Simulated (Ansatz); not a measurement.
# A thicker film of GaN (10-10) from four thinner ones

In a field along its normal an insulating film takes a dipole p. Written as a length, p/(ε₀AE), it should grow by 1 − 1/ε for each ångström added.

Set-up. Ansatz 0.2.0, plane waves with PAW datasets (its set soft_2), PBE; wurtzite films relaxed at a bulk in-plane lattice constant near the measured one, then held in weak fields of both signs with a dipole correction (A is the cell's area, E the outer field).

| run | distance between the outer atoms (Å) | p/(ε₀AE) (Å) |
| --- | --- | --- |
| 3 units | 6.562 | 7.580 |
| 4 units | 9.363 | 9.917 |
| 5 units | 12.165 | 12.244 |
| 6 units | 14.968 | 14.572 |
| 8 units | 20.575 | ? |

**Question.** What value belongs in the row marked “?”, and how far can the other rows tell?

A least-squares line through the 4 rows shown has slope 0.8317 and intercept 2.1254; no row lies more than 0.004 Å off it. That slope means ε = 1/(1 − 0.8317) = 5.94. At 20.575 it gives 0.8317 × 20.575 + 2.1254 = 19.238 Å, beyond the rows fitted. Rounding and scatter of the rows alone allow about ±0.010 Å there.

The run itself gives 19.231 Å: a miss of −0.007 Å, or 0.0 % of the value. The length is met to within 1 %, though ε is more sensitive than the length: the two thickest films give ε = 5.91.

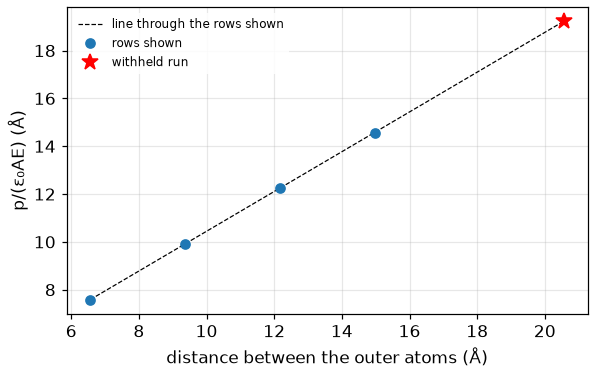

The fit and the withheld run.

Caveats: This is the electronic response alone. A unit is one step of the cut along the normal (a plane, a pair of planes or a cell), and the layers relax along it, away from their bulk spacing where the functional's lattice constant differs from the one held.
